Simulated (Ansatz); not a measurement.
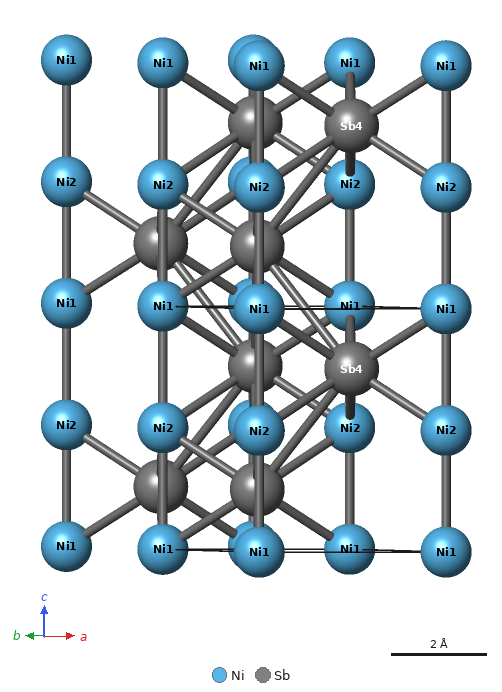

The starting point is crystalline NiSb (built on the NiSb-type type). The picture is a ball-and-stick view of the cell of the calculation, repeated 1 × 2 × 2 with one cell outlined, seen from a free direction.

Theory: Ansatz, DFT PBE, scalar-relativistic, plane waves, PAW. (plane-wave cutoff 420 eV; k-point mesh 10 × 10 × 8; occupations gaussian; smearing width 0.05 eV; collinear spin)

Now this is done to it. The cell is strained by +1.6 % roughly along [2 3 1], +0.3 % along [3 −1 2], −0.1 % along [3 1 −2] (volume +1.8 %) and atoms are displaced by up to 0.27 Å (root mean square over those that move 0.22 Å) relative to the cell: Ni2 0.26 Å roughly along [−3 −1 −1], Sb4 0.27 Å along [2 0 3]. No relaxation follows.

Input
```yaml
crystal:
  lattice:
    - [3.9758325499, 0.0014679113, 0.0086081992]
    - [-1.9866450265, 3.487281671, 0.0137122719]
    - [0.0112028866, 0.0270741187, 5.1798255376]
  atoms:
    - { symbol: Ni, position: [-0.0086800163, -0.006878724, -0.0275121317], spin: 0.05 }
    - { symbol: Ni, position: [-0.070734803, -0.0241797504, 0.488545862], spin: 0.05 }
    - { symbol: Sb, position: [0.3854317056, 0.7051944278, 0.2432201941] }
    - { symbol: Sb, position: [0.6939831137, 0.3258640466, 0.7957460757] }
basis:
  ecutwfc: 420
  ecutrho_ratio: 4
kpoints:
  mp_grid: { grid: [10, 10, 8] }
hamiltonian:
  xc: pbe
scf:
  occupations: { method: gaussian, width: 0.05 }
output:
  forces: true
  stress: true
  eigenvalues: true
  populations: true
magnetization:
  spin_polarized: true
```

Launched with:
```bash
ansatz run input.yaml --threads 4 --pin off --max-ram 7168MiB --backend cpu --events-out ev --progress --plain --runs-dir out
```

**What does the calculation give for the changed structure?**

Near-neighbour distances before and after: Ni–Sb 2.632 → 2.278 to 3.098 Å, Sb–Sb 3.454 → 3.155 to 3.719 Å, Ni–Ni 2.584 → 2.518 to 2.681 Å. The space group (tolerance 0.01 Å) goes from P6_3/mmc (No. 194) to P1 (No. 1). Energy change: +223 meV per atom. The pressure goes from 0.0 to 5.5 GPa. The principal stresses (compression positive) are 12.9 GPa roughly along [2 0 1], 2.0 GPa roughly along [1 2 0], 1.5 GPa roughly along [1 0 −1]. The largest force is 3 eV/Å, on Sb3, roughly along [−2 −1 0]. The forces mostly point back along the displacements (cosine −0.89).

The changed structure in the same view:

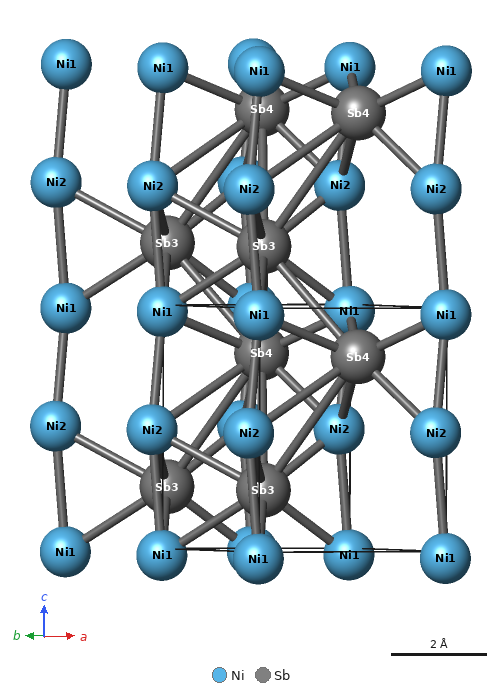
